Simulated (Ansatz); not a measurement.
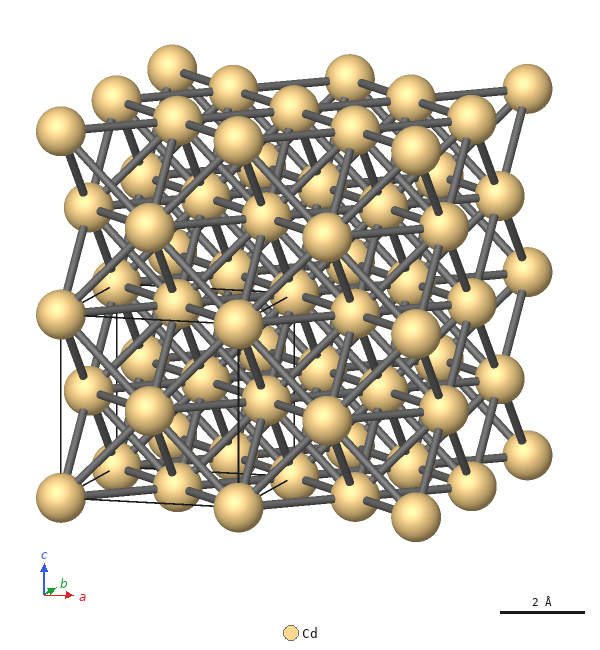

The starting point is a symmetric starting cell of Cd. A ball-and-stick model of the conventional cell (4 times the calculation's cell), repeated 2 × 2 × 2 with one cell outlined, seen slightly off an axis. Lengths and directions refer to the drawn axes.

All numbers below come from DFT PBEsol, scalar-relativistic, plane waves, PAW in Ansatz. Set-up: plane-wave cutoff 420 eV; k-point mesh 16 × 16 × 16; occupations gaussian; smearing width 0.1 eV; no spin polarisation.

Now this is done to it. All lengths are scaled by +2.5 % (volume +7.6 %), the atoms keeping their fractional coordinates. No relaxation follows. The starting cell wasn't computed here and needn't be at equilibrium, so pressure and forces aren't due to the change alone.

The input:
```yaml
crystal:
  lattice:
    - [0.0, 2.2732485898, 2.2732485898]
    - [2.2732485898, 0.0, 2.2732485898]
    - [2.2732485898, 2.2732485898, 0.0]
  atoms:
    - { symbol: Cd, position: [0.0, 0.0, 0.0] }
basis:
  ecutwfc: 420
kpoints:
  mp_grid: { grid: [16, 16, 16] }
hamiltonian:
  xc: pbesol
scf:
  occupations: { method: gaussian, width: 0.1 }
output:
  forces: true
  stress: true
  eigenvalues: true
```

Run as
```bash
ansatz run input.yaml --threads 1 --pin off --max-ram 1331MiB --backend cpu --events-out ev --progress --plain --runs-dir out
```

Q: Predict the response.

A: The pressure is −4.7 GPa (not all of it need come from the change, since the unchanged cell can be under pressure at this level too). All forces vanish by symmetry. Near-neighbour distances before and after: Cd–Cd 3.137 → 3.215 Å. The space group stays Fm-3m (No. 225).

Drawn alike, the variant:

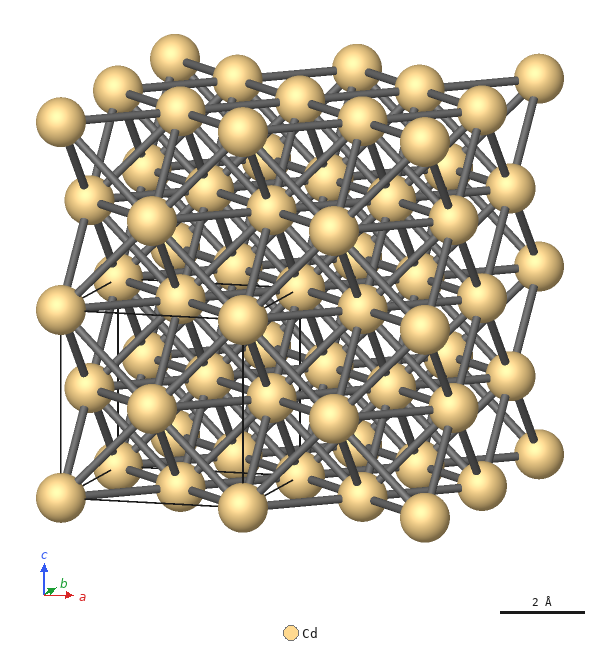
